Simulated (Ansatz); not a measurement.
Structure data:

```
Pb S
1.0
     4.08970    0.00000    0.00000
    -2.04485    3.54178    0.00000
     0.00000    0.00000    3.78817
Pb S
1 1
Direct
  0.00000 0.00000 0.00000
  0.66667 0.33333 0.50000
```

What would you see if this were drawn?

The material is PbS. It belongs to space group P-6m2 (No. 187) and has a primitive hexagonal lattice. The prototype is tungsten carbide (WC) type. The cell holds 2 atoms (1 Pb, 1 S), Z = 1. The polyhedra are PbS6 trigonal prisms; they share corners, edges and faces. Each Pb is bonded to six S in a trigonal prismatic arrangement at 3.03 Å. Around each S lie six Pb in a trigonal prismatic arrangement at 3.03 Å. The bonds build a three-dimensional framework.

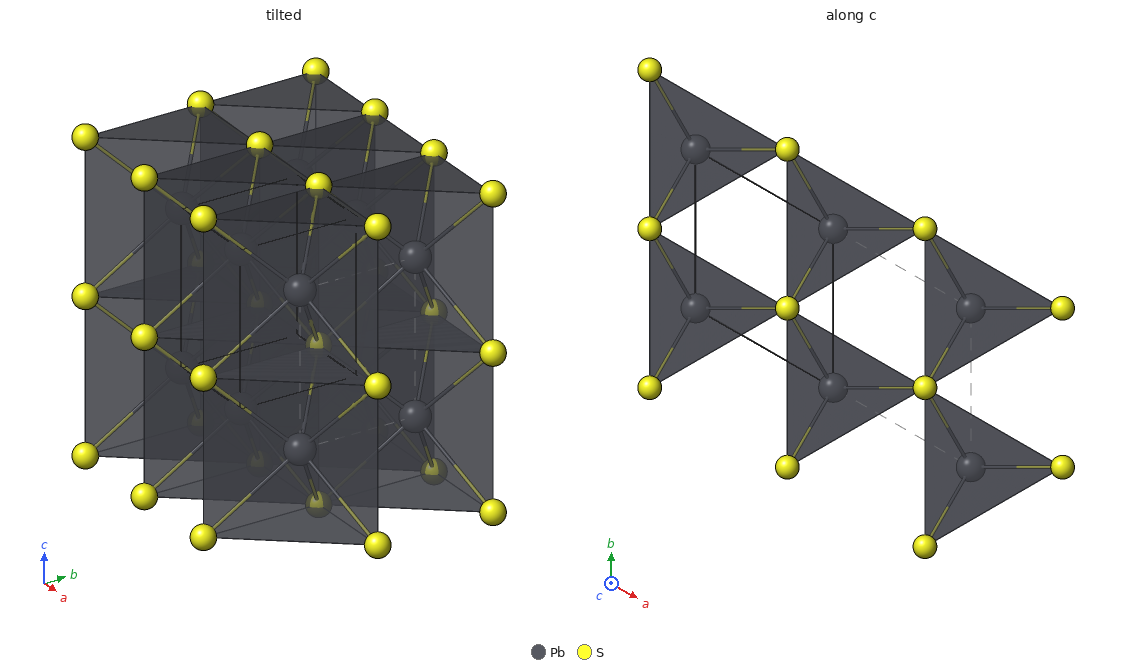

This polyhedral model is shown slightly off an axis and along the c axis. A 2×1×1 array of cells is drawn; the conventional unit cell has the solid edges. Some neighbours outside the box are added. Colours: lead dark grey, sulfur yellow.

Origin of the cell: a structure listed in the Materials Project. Earlier steps of the study may have refined or changed the cell and positions. It was set up as input for a calculation with Ansatz.
